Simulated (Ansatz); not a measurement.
## HfO2: molecular dynamics (part 2 of 2)

The same run, continued: HfO2 (P4₂/mnm, 18 atoms in the cell); DFT PBEsol, scalar-relativistic, plane waves, PAW, no spin polarisation (Ansatz 0.2.0); cutoff 420 eV, 2×2×2 k-mesh, Fermi–Dirac smearing of 0.2241 eV. The structure derives from a Materials Project entry. It belongs to a series of runs on one base structure; here: dynamics (NVT, Langevin thermostat) at 2600 K, volume × 1.1.

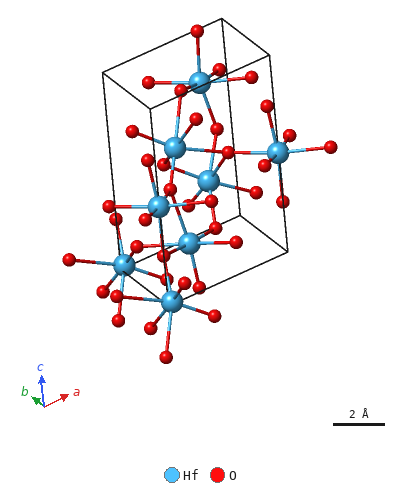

*The geometry at step 13 of the log (ball-and-stick view of the cell of the calculation, seen slightly off an axis; bonded neighbours outside the cell are drawn too).*

Output, continued
```
--- Forces (eV/Å), atoms counted from 1 ---
  atom   1  Hf    -1.68074853    -2.21324602     1.78307375
  atom   2  Hf    -0.53026888    -0.04311681     0.13296217
  atom   3  Hf    -1.94705521     2.91691467     2.35700556
  atom   4  Hf     2.18141346    -0.01823678    -2.88325480
  atom   5  Hf     1.19047065    -1.65006528     1.74919760
  atom   6  Hf    -2.00978019     2.27505677    -1.86631001
  atom   7  O     -0.20670373    -0.52672049    -2.27884540
  atom   8  O     -1.67800192     2.87955891     0.18132273
  atom   9  O      1.49507738     1.96026022    -0.02367999
  atom  10  O     -1.28839635    -1.53326610    -0.12766731
  atom  11  O     -0.84882369    -0.03392728     1.18972227
  atom  12  O      0.50346107     0.67579309     1.46077314
  atom  13  O      1.53269894    -1.29666295    -1.58871847
  atom  14  O      0.62253375     0.71867728     0.47696037
  atom  15  O     -1.87757822    -0.85159776     0.03172212
  atom  16  O      0.97672930    -1.04082165    -0.55501496
  atom  17  O      0.89048750    -0.38455456     0.30175692
  atom  18  O      2.67449140    -1.83402510    -0.34100560
  max |Σ_I F_I| component: 2.02e-5 eV/Å
--- Stress (GPa, compression-positive) ---
       -8.797932      -0.429663      -0.891600
       -0.429663     -11.834023      -0.201751
       -0.891600      -0.201751     -12.060527
  P = ⅓ Tr σ = -10.8975 GPa (-108.975 kbar)
--- MD trajectory: 26 steps, t = 0.0 → 52.0 fs ---
  final state: T = 2087.4 K   F+E_penalty+E_count = -100345.00654415 eV   E_kin = 4.856720 eV
```

File md.tsv
```
# step	time_fs	lagrangian_ev	e_kin_ev	conserved_ev	temperature_k	n_scf	instantaneous_pressure_gpa	pulay_correction_pressure_gpa	volume_ang3	basis_selection	selection_volumetric_strain	selection_max_deviatoric_strain	pulay_correction_read	pulay_correction_kernel_widenings	a_ang	b_ang	c_ang	alpha_deg	beta_deg	gamma_deg	quantum_kinetic_energy_ev	gyration_radius_ang	target_temperature_k	e_deformation_potential
0	0.000000	-1.0034956620e5	5.7132919528e0	nan	2455.5556	9	-1.4184048669e1	7.1771571977e-1	nan	nan	nan	nan	nan	nan	nan	nan	nan	nan	nan	nan	nan	nan	nan	0.0000000000e0
1	2.000000	-1.0034949502e5	5.2648452064e0	nan	2262.8145	9	-1.4269103875e1	7.1552520290e-1	nan	nan	nan	nan	nan	nan	nan	nan	nan	nan	nan	nan	nan	nan	nan	0.0000000000e0
2	4.000000	-1.0034933774e5	4.8735929618e0	nan	2094.6555	9	-1.4082612295e1	7.1118254071e-1	nan	nan	nan	nan	nan	nan	nan	nan	nan	nan	nan	nan	nan	nan	nan	0.0000000000e0
3	6.000000	-1.0034912657e5	4.5345470978e0	nan	1948.9346	9	-1.3727183706e1	7.0567754926e-1	nan	nan	nan	nan	nan	nan	nan	nan	nan	nan	nan	nan	nan	nan	nan	0.0000000000e0
4	8.000000	-1.0034887872e5	4.3419065885e0	nan	1866.1383	9	-1.3263401533e1	6.9972638897e-1	nan	nan	nan	nan	nan	nan	nan	nan	nan	nan	nan	nan	nan	nan	nan	0.0000000000e0
5	10.000000	-1.0034861146e5	4.5113899224e0	nan	1938.9817	7	-1.2708545864e1	6.9446203885e-1	nan	nan	nan	nan	nan	nan	nan	nan	nan	nan	nan	nan	nan	nan	nan	0.0000000000e0
6	12.000000	-1.0034835420e5	4.1547997330e0	nan	1785.7203	7	-1.2430672668e1	6.9030712003e-1	nan	nan	nan	nan	nan	nan	nan	nan	nan	nan	nan	nan	nan	nan	nan	0.0000000000e0
7	14.000000	-1.0034813699e5	4.1155156498e0	nan	1768.8361	7	-1.2004053365e1	6.8707052762e-1	nan	nan	nan	nan	nan	nan	nan	nan	nan	nan	nan	nan	nan	nan	nan	0.0000000000e0
8	16.000000	-1.0034793710e5	3.8660767221e0	nan	1661.6281	6	-1.1636162619e1	6.8421093338e-1	nan	nan	nan	nan	nan	nan	nan	nan	nan	nan	nan	nan	nan	nan	nan	0.0000000000e0
9	18.000000	-1.0034771328e5	4.3031817735e0	nan	1849.4945	7	-1.0929764745e1	6.8156386245e-1	nan	nan	nan	nan	nan	nan	nan	nan	nan	nan	nan	nan	nan	nan	nan	0.0000000000e0
10	20.000000	-1.0034750106e5	4.0855082994e0	nan	1755.9391	9	-1.0477443085e1	6.7928490554e-1	nan	nan	nan	nan	nan	nan	nan	nan	nan	nan	nan	nan	nan	nan	nan	0.0000000000e0
11	22.000000	-1.0034732418e5	4.1860709323e0	nan	1799.1606	7	-9.8070779350e0	6.7773329922e-1	nan	nan	nan	nan	nan	nan	nan	nan	nan	nan	nan	nan	nan	nan	nan	0.0000000000e0
12	24.000000	-1.0034712892e5	3.9797501983e0	nan	1710.4846	7	-9.2941273976e0	6.7641425640e-1	nan	nan	nan	nan	nan	nan	nan	nan	nan	nan	nan	nan	nan	nan	nan	0.0000000000e0
13	26.000000	-1.0034691214e5	3.7118836461e0	nan	1595.3563	7	-8.8961692291e0	6.7446414420e-1	nan	nan	nan	nan	nan	nan	nan	nan	nan	nan	nan	nan	nan	nan	nan	0.0000000000e0
14	28.000000	-1.0034670479e5	3.2333212415e0	nan	1389.6717	7	-8.6694646908e0	6.7240856946e-1	nan	nan	nan	nan	nan	nan	nan	nan	nan	nan	nan	nan	nan	nan	nan	0.0000000000e0
15	30.000000	-1.0034651974e5	3.8481132276e0	nan	1653.9074	7	-8.0401060686e0	6.7052330976e-1	nan	nan	nan	nan	nan	nan	nan	nan	nan	nan	nan	nan	nan	nan	nan	0.0000000000e0
16	32.000000	-1.0034629078e5	4.5806618449e0	nan	1968.7546	7	-7.2837531498e0	6.6920187203e-1	nan	nan	nan	nan	nan	nan	nan	nan	nan	nan	nan	nan	nan	nan	nan	0.0000000000e0
17	34.000000	-1.0034603906e5	3.8644969943e0	nan	1660.9491	7	-7.2756378482e0	6.6902789075e-1	nan	nan	nan	nan	nan	nan	nan	nan	nan	nan	nan	nan	nan	nan	nan	0.0000000000e0
18	36.000000	-1.0034581332e5	4.0877133638e0	nan	1756.8868	7	-7.0860005713e0	6.7026946678e-1	nan	nan	nan	nan	nan	nan	nan	nan	nan	nan	nan	nan	nan	nan	nan	0.0000000000e0
19	38.000000	-1.0034556142e5	3.6648759823e0	nan	1575.1526	7	-7.1605329788e0	6.7244033852e-1	nan	nan	nan	nan	nan	nan	nan	nan	nan	nan	nan	nan	nan	nan	nan	0.0000000000e0
20	40.000000	-1.0034531046e5	3.5956493993e0	nan	1545.3992	9	-7.2395965344e0	6.7383483965e-1	nan	nan	nan	nan	nan	nan	nan	nan	nan	nan	nan	nan	nan	nan	nan	0.0000000000e0
21	42.000000	-1.0034518754e5	4.1632195765e0	nan	1789.3391	7	-7.4637953723e0	6.7323457358e-1	nan	nan	nan	nan	nan	nan	nan	nan	nan	nan	nan	nan	nan	nan	nan	0.0000000000e0
22	44.000000	-1.0034520352e5	4.8727561928e0	nan	2094.2958	7	-7.8487722082e0	6.7071855506e-1	nan	nan	nan	nan	nan	nan	nan	nan	nan	nan	nan	nan	nan	nan	nan	0.0000000000e0
23	46.000000	-1.0034521193e5	4.6851869421e0	nan	2013.6791	7	-8.4910324474e0	6.6789797375e-1	nan	nan	nan	nan	nan	nan	nan	nan	nan	nan	nan	nan	nan	nan	nan	0.0000000000e0
24	48.000000	-1.0034521030e5	4.4106635454e0	nan	1895.6898	7	-8.9318813110e0	6.6548899494e-1	nan	nan	nan	nan	nan	nan	nan	nan	nan	nan	nan	nan	nan	nan	nan	0.0000000000e0
25	50.000000	-1.0034516496e5	4.1076155512e0	nan	1765.4407	7	-9.1821729780e0	6.6378528512e-1	nan	nan	nan	nan	nan	nan	nan	nan	nan	nan	nan	nan	nan	nan	nan	0.0000000000e0
26	52.000000	-1.0034500654e5	4.8567198927e0	nan	2087.4035	9	-8.7809077019e0	6.6438496916e-1	nan	nan	nan	nan	nan	nan	nan	nan	nan	nan	nan	nan	nan	nan	nan	0.0000000000e0
```

Trajectory as extended XYZ (Å, eV, eV/Å), 5 of the 27 frames kept, from step=0 to step=26
```
18
Lattice="0.0000 -4.9689 3.3089 -4.9689 0.0000 3.3089 -4.9689 -4.9689 -3.3089" Properties=species:S:1:pos:R:3:forces:R:3 step=0 time_fs=0.0 energy=-100349.56620 temperature=2455.6 pressure_GPa=-14.18
Hf   -4.9689   -4.9689    0.0000    0.0000   0.0000   0.0000
Hf   -4.9689   -4.9689    3.3089    0.0000   0.0000   0.0000
Hf    0.0000    0.0000    0.0000    0.0000   0.0000   0.0000
Hf   -2.4845   -2.4845    1.6544    0.0000   0.0000   0.0000
Hf   -7.4534   -7.4534    1.6544    0.0000   0.0000   0.0000
Hf   -7.4534   -7.4534    4.9633    0.0000   0.0000   0.0000
O    -4.0002   -0.9687    1.6544   -0.1774   0.1774   0.0000
O    -8.9691   -5.9376    1.6544   -0.1774   0.1774   0.0000
O    -4.0002   -5.9376    1.6544   -0.1774   0.1774   0.0000
O    -3.4532   -3.4532    0.0000    0.1762   0.1762  -0.0009
O    -3.4532   -3.4532    3.3089    0.1762   0.1762  -0.0009
O    -8.4221   -8.4221    3.3089    0.1762   0.1762  -0.0009
O    -1.5157   -1.5157    0.0000   -0.1762  -0.1762   0.0009
O    -6.4847   -6.4847    0.0000   -0.1762  -0.1762   0.0009
O    -6.4847   -6.4847    3.3089   -0.1762  -0.1762   0.0009
O    -0.9687   -4.0002    1.6544    0.1774  -0.1774   0.0000
O    -5.9376   -8.9691    1.6544    0.1774  -0.1774   0.0000
O    -5.9376   -4.0002    1.6544    0.1774  -0.1774   0.0000
18
Lattice="0.0000 -4.9689 3.3089 -4.9689 0.0000 3.3089 -4.9689 -4.9689 -3.3089" Properties=species:S:1:pos:R:3:forces:R:3 step=6 time_fs=12.0 energy=-100348.35420 temperature=1785.7 pressure_GPa=-12.43
Hf   -4.9583   -4.8504   -0.0683   -0.9046  -1.3026   0.7924
Hf   -4.9581   -4.9354    3.2758   -0.2003  -0.3047   0.0077
Hf   -0.0248   -0.1060    0.0217    0.3005   1.7651   0.5205
Hf   -2.5011   -2.4913    1.7149    0.8746  -0.0985   0.1156
Hf   -7.4665   -7.4286    1.6604   -0.0749  -0.7506   1.3704
Hf   -7.4701   -7.4473    4.9700   -0.8827  -0.2739  -1.1384
O    -4.0820   -0.9016    1.7494    0.4799  -1.3593  -1.1466
O    -9.0851   -6.0094    1.7350    0.2072   0.1695  -1.2818
O    -4.0103   -5.9940    1.5426   -0.7605   0.8757   1.0098
O    -3.5020   -3.5503   -0.1247    1.0877   1.3585   1.0961
O    -3.3205   -3.6459    3.4391   -0.5382   0.7391  -1.7007
O    -8.4140   -8.4315    3.2786   -0.3558  -0.4366   0.2522
O    -1.6097   -1.4249   -0.0823   -0.3268  -0.6610   0.9400
O    -6.6055   -6.5185   -0.0327   -0.3080  -0.0635  -0.2074
O    -6.5515   -6.5983    3.3884    1.3136   1.3564  -1.0527
O    -0.8468   -3.7899    1.5498   -0.9018  -0.8197  -0.1136
O    -5.9835   -9.0036    1.6788    0.2230   0.2039  -0.4685
O    -5.9678   -4.0201    1.6114    0.7670  -0.3981   1.0051
18
Lattice="0.0000 -4.9689 3.3089 -4.9689 0.0000 3.3089 -4.9689 -4.9689 -3.3089" Properties=species:S:1:pos:R:3:forces:R:3 step=13 time_fs=26.0 energy=-100346.91214 temperature=1595.4 pressure_GPa=-8.90
Hf   -4.9494   -4.7261   -0.1198   -1.2737  -2.5981   2.1564
Hf   -4.9500   -4.8938    3.2556   -0.1281  -1.7468  -0.1572
Hf   -0.0507   -0.2181    0.0392   -0.3090   2.3864  -1.6382
Hf   -2.5645   -2.4822    1.7998    0.7300  -0.5955  -1.3529
Hf   -7.4538   -7.3854    1.6586    0.3261  -1.3542   2.5895
Hf   -7.5044   -7.4616    4.9772   -0.2973   1.0509  -2.1246
O    -4.1041   -0.9773    1.6571    0.3307  -0.9578   0.6318
O    -9.0987   -6.0150    1.5596    0.4674  -0.1588   0.8438
O    -4.1668   -6.1345    1.6148    0.1406   1.6910  -0.3528
O    -3.6339   -3.3903   -0.2584    1.2791  -0.0742   2.5276
O    -3.2393   -3.7293    3.3875   -0.1632   1.5827  -1.2623
O    -8.3588   -8.3992    3.3697   -0.7543  -0.8791  -1.2564
O    -1.7426   -1.3068   -0.1278    0.7977  -0.5439   1.3074
O    -6.6902   -6.5393   -0.0530    0.4326   0.7338   0.1795
O    -6.4917   -6.6247    3.4071    0.3942   1.4537  -1.6113
O    -0.7796   -3.7387    1.3928   -1.7432  -0.0569   0.6928
O    -5.9327   -8.9276    1.6939   -0.4298  -0.2072  -1.2926
O    -5.9096   -4.0577    1.6231    0.2001   0.2740   0.1196
18
Lattice="0.0000 -4.9689 3.3089 -4.9689 0.0000 3.3089 -4.9689 -4.9689 -3.3089" Properties=species:S:1:pos:R:3:forces:R:3 step=20 time_fs=40.0 energy=-100345.31046 temperature=1545.4 pressure_GPa=-7.24
Hf   -4.9044   -4.6007   -0.1013   -3.1100  -4.1812   2.0327
Hf   -4.9558   -4.8720    3.2872    0.2080  -1.0769   0.1287
Hf   -0.0536   -0.2746    0.0228   -1.4303   3.0735  -2.3331
Hf   -2.6012   -2.4494    1.8450    2.0408  -1.8527  -3.1375
Hf   -7.4080   -7.3299    1.6586    0.8781  -1.6850   1.3199
Hf   -7.5078   -7.4641    4.9723   -0.5298   1.1882  -2.1715
O    -3.9881   -1.1264    1.6625   -3.4602   2.3603   0.4116
O    -9.0981   -6.1204    1.4199    0.8596   0.1204   2.4107
O    -4.4796   -6.0787    1.5241    2.1822   0.8257  -0.1091
O    -3.6257   -3.2854   -0.1463    2.4046   0.8790   0.8517
O    -3.2636   -3.6485    3.2535   -1.5873  -0.2809   1.0133
O    -8.3240   -8.4375    3.2627   -0.2431   0.1067   0.6458
O    -1.8938   -1.0891    0.0648    1.2512  -2.0357  -1.3166
O    -6.7058   -6.5467   -0.0912    1.4761   1.9219   2.1251
O    -6.4401   -6.6106    3.3923   -0.5735   1.2511  -0.2189
O    -0.9065   -3.7729    1.4820    0.2076  -1.3571  -0.8545
O    -5.9136   -8.8805    1.6849    0.0748  -0.4312  -1.0939
O    -5.9130   -3.9944    1.6452   -0.6490   1.1739   0.2956
18
Lattice="0.0000 -4.9689 3.3089 -4.9689 0.0000 3.3089 -4.9689 -4.9689 -3.3089" Properties=species:S:1:pos:R:3:forces:R:3 step=26 time_fs=52.0 energy=-100345.00654 temperature=2087.4 pressure_GPa=-8.78
Hf   -4.8963   -4.5391   -0.0804   -1.6807  -2.2132   1.7831
Hf   -4.9666   -4.9059    3.3300   -0.5303  -0.0431   0.1330
Hf   -0.0565   -0.3191   -0.0133   -1.9471   2.9169   2.3570
Hf   -2.5970   -2.4210    1.8628    2.1814  -0.0182  -2.8833
Hf   -7.3674   -7.3019    1.6172    1.1905  -1.6501   1.7492
Hf   -7.5155   -7.4742    4.9182   -2.0098   2.2751  -1.8663
O    -4.1630   -1.0089    1.7724   -0.2067  -0.5267  -2.2788
O    -9.0467   -6.3151    1.5095   -1.6780   2.8796   0.1813
O    -4.5188   -6.0452    1.4694    1.4951   1.9603  -0.0237
O    -3.4297   -3.2001   -0.0140   -1.2884  -1.5333  -0.1277
O    -3.3671   -3.5921    3.2172   -0.8488  -0.0339   1.1897
O    -8.3547   -8.5007    3.1661    0.5035   0.6758   1.4608
O    -1.9437   -1.0821    0.2035    1.5327  -1.2967  -1.5887
O    -6.7084   -6.3765   -0.0480    0.6225   0.7187   0.4770
O    -6.3845   -6.4020    3.3421   -1.8776  -0.8516   0.0317
O    -1.0846   -3.8458    1.5137    0.9767  -1.0408  -0.5550
O    -5.8776   -8.8827    1.6215    0.8905  -0.3846   0.3018
O    -6.0738   -3.7355    1.7142    2.6745  -1.8340  -0.3410
```

The run was set up as follows.

Input
```yaml
crystal:
  lattice:
    - [0.0, -4.9689143907, 3.3088865895]
    - [-4.9689143907, 0.0, 3.3088865895]
    - [-4.9689143907, -4.9689143907, -3.3088865895]
  atoms:
    - { symbol: Hf, position: [0.3333333333, 0.3333333333, 0.6666666667] }
    - { symbol: Hf, position: [0.6666666667, 0.6666666667, 0.3333333333] }
    - { symbol: Hf, position: [0.0, 0.0, 0.0] }
    - { symbol: Hf, position: [0.3333333333, 0.3333333333, 0.1666666667] }
    - { symbol: Hf, position: [0.6666666667, 0.6666666667, 0.8333333333] }
    - { symbol: Hf, position: [1.0, 1.0, 0.5] }
    - { symbol: O, position: [0.0282884533, 0.6383782133, 0.1666666667] }
    - { symbol: O, position: [0.3616217867, 0.9717115467, 0.8333333333] }
    - { symbol: O, position: [0.69495512, 0.30504488, 0.5] }
    - { symbol: O, position: [0.2316517067, 0.2316517067, 0.4633034133] }
    - { symbol: O, position: [0.56498504, 0.56498504, 0.12997008] }
    - { symbol: O, position: [0.8983183733, 0.8983183733, 0.7966367467] }
    - { symbol: O, position: [0.1016816267, 0.1016816267, 0.2033632533] }
    - { symbol: O, position: [0.43501496, 0.43501496, 0.87002992] }
    - { symbol: O, position: [0.7683482933, 0.7683482933, 0.5366965867] }
    - { symbol: O, position: [0.6383782133, 0.0282884533, 0.1666666667] }
    - { symbol: O, position: [0.9717115467, 0.3616217867, 0.8333333333] }
    - { symbol: O, position: [0.30504488, 0.69495512, 0.5] }
basis:
  ecutwfc: 420
kpoints:
  mp_grid: { grid: [2, 2, 2], shift: [0.5, 0.5, 0.5] }
hamiltonian:
  xc: pbesol
scf:
  occupations: { method: fermi_dirac, width: 0.2241 }
  lower_state_search: "off"
  convergence: { dr2_threshold: 1.0e-07 }
output:
  forces: true
  stress: true
md:
  timestep: 2.0
  n_steps: 26
  ensemble: nvt_langevin
  temperature: 2600.0
  initial_velocities: maxwell_boltzmann
  seed: 9285
  friction: 0.02
```

Launched with:
```bash
ansatz run input.yaml --threads 4 --pin off --max-ram 5120MiB --backend cpu --events-out ev --progress --plain --runs-dir out
```

Summary

| quantity | value |
| --- | --- |
| outcome | finished |
| mean temperature over the second half | 1771 K |
| trajectory | 26 steps, 52 fs |
| ensemble | nvt_langevin |
| temperature in the input | 2600.0 K |
| time step | 2.0 fs |
| space group of the start (tolerance 0.01 Å) | P4₂/mnm (136) |
| electrons treated | 228 |
| potential energy (free energy of the electrons) (last step) | −100345.0065 eV |
| Fermi energy (last step) | 12.842 eV |
| pressure (without the kinetic term) (last step) | −10.90 GPa |
| largest force (length of the vector) (last step) | 4.226 eV/Å |
| hardware | 4 threads of Arm Neoverse N1, 98 GiB of memory available, shared host |
| wall time | 4 min (CPU time 15 min) |
| peak memory | 0.97 GiB |

The k-point mesh is coarse (a preliminary or cheap run), so energies and forces are approximate. Warnings of the run: the SCF threshold is looser than advised for the printed stress. Spin–orbit coupling is left out, which matters for Hf. So short a trajectory is not equilibrated. The logged temperature at the start can lie below the typed one, since it is counted over all degrees of freedom. The temperature stays far from the 2600 K of the thermostat over the second half: the run isn't equilibrated.
